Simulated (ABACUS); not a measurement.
**Run report: Au, band-structure run (part 1 of 2)**

- system: Au (Fm-3m, 1 atom in the cell)
- method: Kohn-Sham DFT of a periodic cell, BLYP, PseudoDojo NC SR 0.5 PBE stringent, no spin polarisation (ABACUS 3.10.1)

The structure derives from an entry of the Crystallography Open Database.

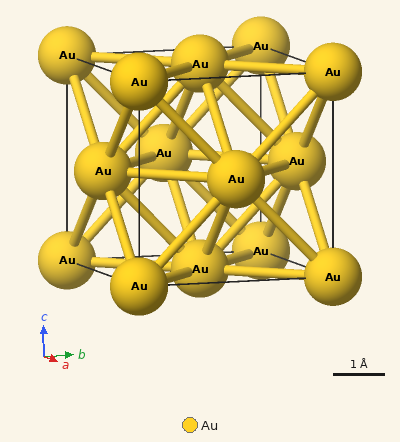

Fig. 1: The input geometry (ball-and-stick view of the cell 4 times as large as that of the calculation, set on its symmetry axes, seen slightly off an axis).

### Input file
```python
"""ABACUS run from a structure file: ASE reads it, the script writes STRU, KPT and INPUT."""
import re
import subprocess
from ase.io import read
from ase.units import Bohr

atoms = read("Au.cif")
atoms = atoms[(-atoms.numbers).argsort(kind="stable")]  # ABACUS lists atoms element by element
pseudo = {'Au': 'Au.upf'}
orbital = {'Au': 'Au_confined-atom_7au_3s2p2d1f.orb'}
magmoms = None
kmesh = [10, 10, 10]
params = {
    'suffix': 'Au',
    'calculation': 'scf',
    'basis_type': 'lcao',
    'pseudo_dir': './',
    'orbital_dir': './',
    'symmetry': 1,
    'dft_functional': 'GGA_X_B88+GGA_C_LYP',
    'ecutwfc': 100,
    'pseudo_rcut': 10,
    'nspin': 1,
    'nbands': 20,
    'ks_solver': 'genelpa',
    'smearing_method': 'fd',
    'smearing_sigma': 0.00367493,
    'scf_thr': 1e-07,
    'scf_nmax': 100,
    'mixing_type': 'broyden',
    'mixing_beta': 0.7,
    'cal_force': 1,
    'cal_stress': 1,
    'out_mul': 1,
    'out_chg': 1,
}

symbols = atoms.get_chemical_symbols()
elements = list(dict.fromkeys(symbols))
lines = ["ATOMIC_SPECIES"] + [f"{e} {atoms.get_masses()[symbols.index(e)]:.4f} {pseudo[e]}" for e in elements]
if orbital:
    lines += ["", "NUMERICAL_ORBITAL"] + [orbital[e] for e in elements]
lines += ["", "LATTICE_CONSTANT", f"{1 / Bohr:.10f}", "", "LATTICE_VECTORS"]
lines += [" ".join(f"{x:.10f}" for x in v) for v in atoms.cell]
lines += ["", "ATOMIC_POSITIONS", "Direct"]
for e in elements:
    lines += ["", e, "0.0", str(symbols.count(e))]
    for i, p in enumerate(atoms.get_scaled_positions(wrap=False)):
        if symbols[i] == e:
            mag = "" if magmoms is None else " mag " + " ".join(str(x) for x in (magmoms[i] if isinstance(magmoms[i], list) else [magmoms[i]]))
            lines.append(" ".join(f"{x:.10f}" for x in p) + " 1 1 1" + mag)
open("STRU", "w").write("\n".join(lines) + "\n")
open("KPT", "w").write("K_POINTS\n0\nGamma\n%d %d %d 0 0 0\n" % tuple(kmesh))
open("INPUT", "w").write("INPUT_PARAMETERS\n" + "".join(f"{k:<20s}{v}\n" for k, v in params.items()))

done = subprocess.run(['mpirun', '-np', '4', 'abacus'])
if done.returncode:
    raise SystemExit(done.returncode)
log = open("OUT.Au/running_scf.log").read()
print("final energy (eV):", re.findall(r"FINAL_ETOT_IS (\S+)", log))
```

### File Au.cif
```
data_Au
_cell_length_a 2.87792460
_cell_length_b 2.87792460
_cell_length_c 2.87792460
_cell_angle_alpha 60.00000000
_cell_angle_beta 60.00000000
_cell_angle_gamma 60.00000000
_space_group_name_H-M_alt 'P1'
_space_group_name_Hall 'P 1'
_space_group_IT_number 1
loop_
_space_group_symop_operation_xyz
'x,y,z'
loop_
_atom_site_label
_atom_site_type_symbol
_atom_site_symmetry_multiplicity
_atom_site_Wyckoff_symbol
_atom_site_fract_x
_atom_site_fract_y
_atom_site_fract_z
_atom_site_occupancy
Au1 Au 1 a 0.0000000000 0.0000000000 0.0000000000 1
```

### File INPUT
```
INPUT_PARAMETERS
suffix              Au
calculation         scf
basis_type          lcao
pseudo_dir          ./
orbital_dir         ./
symmetry            1
dft_functional      GGA_X_B88+GGA_C_LYP
ecutwfc             100
pseudo_rcut         10
nspin               1
nbands              20
ks_solver           genelpa
smearing_method     fd
smearing_sigma      0.00367493
scf_thr             1e-07
scf_nmax            100
mixing_type         broyden
mixing_beta         0.7
cal_force           1
cal_stress          1
out_mul             1
out_chg             1
```

### File STRU
```
ATOMIC_SPECIES
Au 196.9666 Au.upf

NUMERICAL_ORBITAL
Au_confined-atom_7au_3s2p2d1f.orb

LATTICE_CONSTANT
1.8897261258

LATTICE_VECTORS
2.8779246000 0.0000000000 0.0000000000
1.4389623000 2.4923558138 0.0000000000
1.4389623000 0.8307852713 2.3498155961

ATOMIC_POSITIONS
Direct

Au
0.0
1
0.0000000000 0.0000000000 0.0000000000 1 1 1
```

### File KPT
```
K_POINTS
0
Gamma
10 10 10 0 0 0
```

Run on 4 threads of Intel Xeon (Granite Rapids), 16 GiB of memory available, shared host.

Launched with:
```bash
OMP_NUM_THREADS=1 python run_abacus.py > log
```

### Log
```
ABACUS v3.10.1

               Atomic-orbital Based Ab-initio Computation at UStc

 ------------------------------------------------------------------------------------

 READING GENERAL INFORMATION
                           global_out_dir = OUT.Au/
                           global_in_card = INPUT
                               pseudo_dir = ./
                              orbital_dir = ./
                                    DSIZE = 4
                                    GSIZE = 1

 READING UNITCELL INFORMATION
                                    ntype = 1
                  lattice constant (Bohr) = 1.88973
              lattice constant (Angstrom) = 1

 READING ATOM TYPE 1
                               atom label = Au
                      L=0, number of zeta = 3
                      L=1, number of zeta = 2
                      L=2, number of zeta = 2
                      L=3, number of zeta = 1
             number of atom for this type = 1

                        TOTAL ATOM NUMBER = 1
DIRECT COORDINATES
    atom                   x                   y                   z     mag                  vx                  vy                  vz
taud_Au1            0.0000000000        0.0000000000        0.0000000000  0.0000        0.0000000000        0.0000000000        0.0000000000

                          Volume (Bohr^3) = 113.742
                             Volume (A^3) = 16.8548

 Lattice vectors: (Cartesian coordinate: in unit of a_0)
             +2.87792                  +0                  +0
             +1.43896            +2.49236                  +0
             +1.43896           +0.830785            +2.34982
 Reciprocal vectors: (Cartesian coordinate: in unit of 2 pi/a_0)
            +0.347473           -0.200613           -0.141855
                   -0           +0.401227           -0.141855
                   +0                  -0           +0.425565
 The esolver type has been set to : ksdft_lcao

                PAO radial cut off (Bohr) = 10

 Read in pseudopotential file is Au.upf
                     pseudopotential type = NC
          exchange-correlation functional = PBE
                 nonlocal core correction = 1
                        valence electrons = 19
                                     lmax = 3
                           number of zeta = 4
                     number of projectors = 7
                           L of projector = 0
                           L of projector = 0
                           L of projector = 1
                           L of projector = 1
                           L of projector = 2
                           L of projector = 2
                           L of projector = 3
 XC functional updated to : GGA_X_B88+GGA_C_LYP
          exchange-correlation functional = GGA_X_B88+GGA_C_LYP
     initial pseudo atomic orbital number = 10

 SETUP THE ELECTRONS NUMBER
            electron number of element Au = 19
      total electron number of element Au = 19
            AUTOSET number of electrons:  = 19
                           occupied bands = 10
                                   NLOCAL = 26
                                   NBANDS = 20
                                   NBANDS = 20
                                   NLOCAL = 26

%%%%%%%%%%%%%%%%%%%%%%%%%%%%%%%%%%%%%%%%%%%%%%%%%%%%%%%%%%%%%%%%%%%%%%%%%%%%%%%%%%%%%%%%%%%%%%%%%%%%%%%%%%
 Warning: the number of valence electrons in pseudopotential > 11 for Au: [Xe] 4f14 5d10 6s1
 Pseudopotentials with additional electrons can yield (more) accurate outcomes, but may be less efficient.
 If you're confident that your chosen pseudopotential is appropriate, you can safely ignore this warning.
%%%%%%%%%%%%%%%%%%%%%%%%%%%%%%%%%%%%%%%%%%%%%%%%%%%%%%%%%%%%%%%%%%%%%%%%%%%%%%%%%%%%%%%%%%%%%%%%%%%%%%%%%%

 SETUP THE PLANE WAVE BASIS
 energy cutoff for charge/potential (unit:Ry) = 400
            fft grid for charge/potential = [ 36, 36, 36 ]
                        fft grid division = [ 3, 3, 3 ]
        big fft grid for charge/potential = [ 12, 12, 12 ]
                                     nbxx = 432
                                     nrxx = 11664

 SETUP PLANE WAVES FOR CHARGE/POTENTIAL
                    number of plane waves = 15353
                         number of sticks = 817

 PARALLEL PW FOR CHARGE/POTENTIAL
     PROC   COLUMNS(POT)             PW
        1            205           3839
        2            204           3838
        3            204           3839
        4            204           3837
 --------------- sum -------------------
        4            817          15353
                            number of |g| = 201
                                  max |g| = 35.9797
                                  min |g| = 0.181106

----------- Double Check Mixing Parameters Begin ------------
mixing_type: broyden
mixing_beta: 0.7
mixing_gg0: 1
mixing_gg0_min: 0.1
mixing_ndim: 8
----------- Double Check Mixing Parameters End ------------

 LATTICE VECTORS: (CARTESIAN COORDINATE: IN UNIT OF A0)
             +2.87792                  +0                  +0
             +1.43896            +2.49236                  +0
             +1.43896           +0.830785            +2.34982
                       right hand lattice = 1
                                   NORM_A = 2.87792
                                   NORM_B = 2.87792
                                   NORM_C = 2.87792
                           ALPHA (DEGREE) = 60
                           BETA  (DEGREE) = 60
                           GAMMA (DEGREE) = 60

 The lattice vectors have been changed (STRU_SIMPLE.cif)

(for optimal symmetric configuration:)
                             BRAVAIS TYPE = 3
                     BRAVAIS LATTICE NAME = 03. Cubic F (face-centered)
                                    ibrav = 3
                                    IBRAV = 3
                                  BRAVAIS = FACE CENTERED CUBIC
                       LATTICE CONSTANT A = 4.07
Original cell was already a primitive cell.
                        ROTATION MATRICES = 48
              PURE POINT GROUP OPERATIONS = 48
                   SPACE GROUP OPERATIONS = 48
                              POINT GROUP = O_h
               POINT GROUP IN SPACE GROUP = O_h

 SETUP K-POINTS
                                    nspin = 1
                   Input type of k points = Monkhorst-Pack(Gamma)
                                   nkstot = 1000
                       right hand lattice = 1
(for reciprocal lattice: )
                             BRAVAIS TYPE = 2
                     BRAVAIS LATTICE NAME = 02. Cubic I (body-centered)
                                    ibrav = 2
                       right hand lattice = 1
(for k-lattice: )
                             BRAVAIS TYPE = 2
                     BRAVAIS LATTICE NAME = 02. Cubic I (body-centered)
                                    ibrav = 2
                       right hand lattice = 1
                        ROTATION MATRICES = 48
                               nkstot_ibz = 47
K-POINTS REDUCTION ACCORDING TO SYMMETRY
     IBZ    DIRECT_X    DIRECT_Y    DIRECT_Z  WEIGHT  ibz2bz
       1  0.00000000  0.00000000  0.00000000  0.0010       0
       2  0.10000000  0.10000000  0.10000000  0.0080       1
       3  0.20000000  0.20000000  0.20000000  0.0080       2
       4  0.30000000  0.30000000  0.30000000  0.0080       3
       5  0.40000000  0.40000000  0.40000000  0.0080       4
       6  0.50000000  0.50000000  0.50000000  0.0040       5
       7  0.10000000  0.10000000  0.00000000  0.0060      11
       8  0.20000000  0.20000000  0.10000000  0.0240      12
       9  0.30000000  0.30000000  0.20000000  0.0240      13
      10  0.40000000  0.40000000  0.30000000  0.0240      14
      11  0.50000000  0.50000000  0.40000000  0.0240      15
      12  0.50000000  0.40000000  0.40000000  0.0240      16
      13  0.40000000  0.30000000  0.30000000  0.0240      17
      14  0.30000000  0.20000000  0.20000000  0.0240      18
      15  0.10000000  0.10000000  0.20000000  0.0120      19
      16  0.20000000  0.20000000  0.00000000  0.0060      22
      17  0.30000000  0.30000000  0.10000000  0.0240      23
      18  0.40000000  0.40000000  0.20000000  0.0240      24
      19  0.50000000  0.50000000  0.30000000  0.0240      25
      20 -0.40000000  0.40000000  0.40000000  0.0240      26
      21  0.50000000  0.30000000  0.30000000  0.0240      27
      22  0.40000000  0.20000000  0.20000000  0.0120      28
      23  0.30000000  0.30000000  0.00000000  0.0060      33
      24  0.40000000  0.40000000  0.10000000  0.0240      34
      25  0.50000000  0.50000000  0.20000000  0.0240      35
      26 -0.30000000  0.40000000  0.40000000  0.0240      36
      27 -0.40000000  0.30000000  0.30000000  0.0120      37
      28  0.40000000  0.40000000  0.00000000  0.0060      44
      29  0.50000000  0.50000000  0.10000000  0.0240      45
      30 -0.20000000  0.40000000  0.40000000  0.0120      46
[... 17 further k points ...]

                               nkstot now = 47
[... K-POINTS DIRECT COORDINATES: 47 rows ...]

           k-point number in this process = 47
       minimum distributed K point number = 47
[... stars of the k points ...]

[... K-POINTS CARTESIAN COORDINATES: 47 rows ...]

[... K-POINTS DIRECT COORDINATES: 47 rows ...]

 SETUP PLANE WAVES FOR WAVE FUNCTIONS
     energy cutoff for wavefunc (unit:Ry) = 100
              fft grid for wave functions = [ 36, 36, 36 ]
                    number of plane waves = 2685
                         number of sticks = 253

 PARALLEL PW FOR WAVE FUNCTIONS
     PROC   COLUMNS(POT)             PW
        1             63            671
        2             63            671
        3             64            673
        4             63            670
 --------------- sum -------------------
        4            253           2685

 SET NONLOCAL PSEUDOPOTENTIAL PROJECTORS
 max number of nonlocal projetors among all species is 7

 -------------------------------------------
 SELF-CONSISTENT
```
